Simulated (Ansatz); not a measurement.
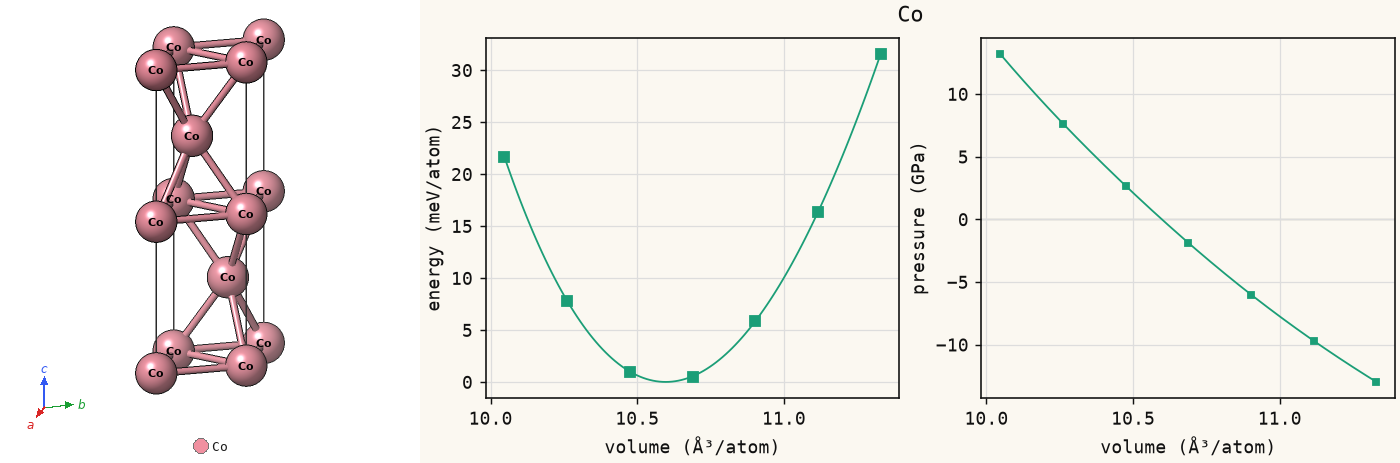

The plot gives the computed energy and pressure against volume for Co, space group P6_3/mmc (No. 194). The conventional cell is drawn beside the plot.

Structure:
```cif
data_structure
_symmetry_space_group_name_H-M 'P 1'
_symmetry_Int_Tables_number 1
_cell_length_a 2.4706
_cell_length_b 2.4706
_cell_length_c 8.0882
_cell_angle_alpha 90.000
_cell_angle_beta 90.000
_cell_angle_gamma 120.000
_cell_volume 42.75
loop_
_atom_site_label
_atom_site_type_symbol
_atom_site_fract_x
_atom_site_fract_y
_atom_site_fract_z
_atom_site_occupancy
Co1 Co 0.66667 0.33333 0.75000 1
Co2 Co 0.00000 0.00000 0.50000 1
Co3 Co 0.33333 0.66667 0.25000 1
Co4 Co 0.00000 0.00000 0.00000 1
```

Calculation (Ansatz 0.2.0): plane-wave DFT, collinear spins; energies at scaled volumes of the given cell, shape and fractions fixed, counted from the fit's minimum, third-order Birch-Murnaghan fit. Level: PBE with D3(BJ), collinear spin.

- k mesh: 12×12×4
- occupations: Fermi–Dirac
- smearing width: 0.05 eV
- potentials: Ansatz PAW
- wave cutoff: 420 eV
- density cutoff: 1680 eV

Give the fitted equation-of-state parameters.

A third-order Birch–Murnaghan fit gives V0 = 10.60 Å³/atom, B0 = 223 GPa and B′ = 3.9.

How does the pressure vary with volume?

It falls from 13.18 GPa at volume 10.05 Å³/atom to −12.98 GPa at 11.33 Å³/atom, and changes sign near 10.60 Å³/atom.

Limits of the calculation: shape and atomic fractions are frozen while scaling, which makes layered, chain and framework solids too stiff.

The computed values:

```csv
volume (Å³/atom),energy (meV/atom),pressure (GPa)
10.05,21.62,13.18
10.26,7.83,7.64
10.47,1.00,2.67
10.69,0.51,-1.88
10.90,5.84,-6.01
11.12,16.37,-9.70
11.33,31.54,-12.98
```
